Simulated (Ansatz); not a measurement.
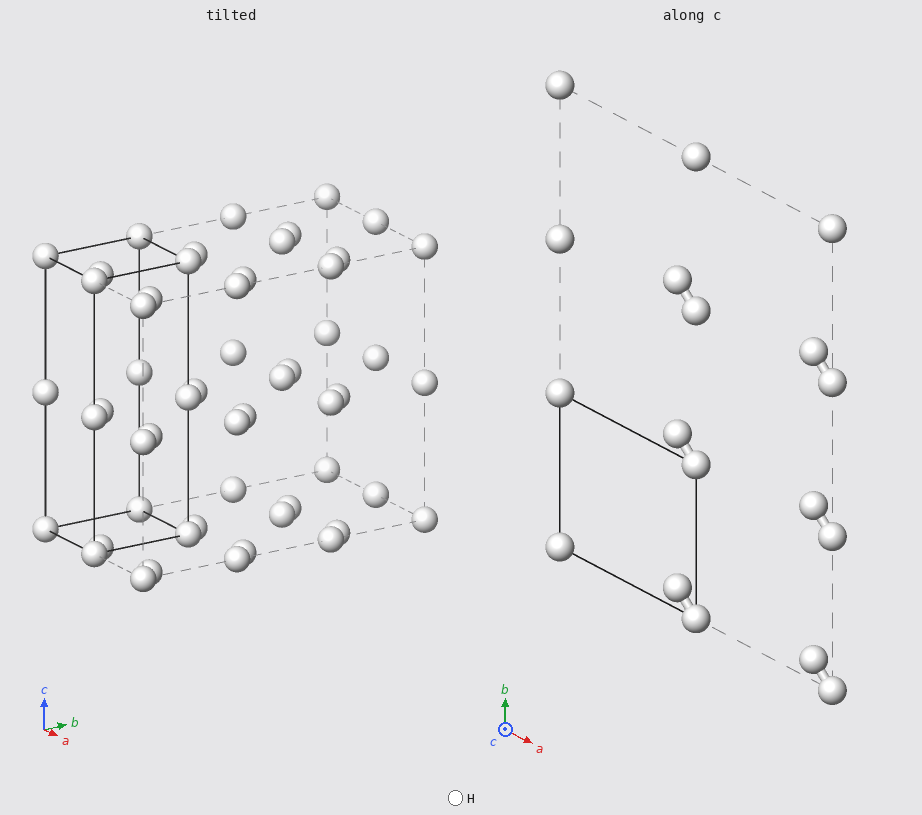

Structure drawing (ball-and-stick), viewed slightly off an axis and along the c axis. A block of 2×3×1 cells is shown, with one unit cell in solid outline.

H, a = 3.19 Å, b = 3.19 Å, c = 6.31 Å, α = 90.00°, β = 90.00°, γ = 117.78°.

Calculation details: DFT PBE, scalar-relativistic, plane waves, PAW in Ansatz 0.2.0; a kinetic-energy cutoff of 420 eV, Brillouin-zone sampling on an 8×8×4 mesh, Gaussian smearing of 0.02 eV, no spin polarisation.

### Is it conducting or gapped at this level?

An insulator at this level, with a gap of 8.21 eV on the k-mesh (the true edges may lie between mesh points, so the gap can be somewhat smaller).

The structure was taken from a structure listed in the Materials Project. The atoms were relaxed in a fixed cell with DFT PBE, scalar-relativistic, plane waves, PAW in Ansatz.
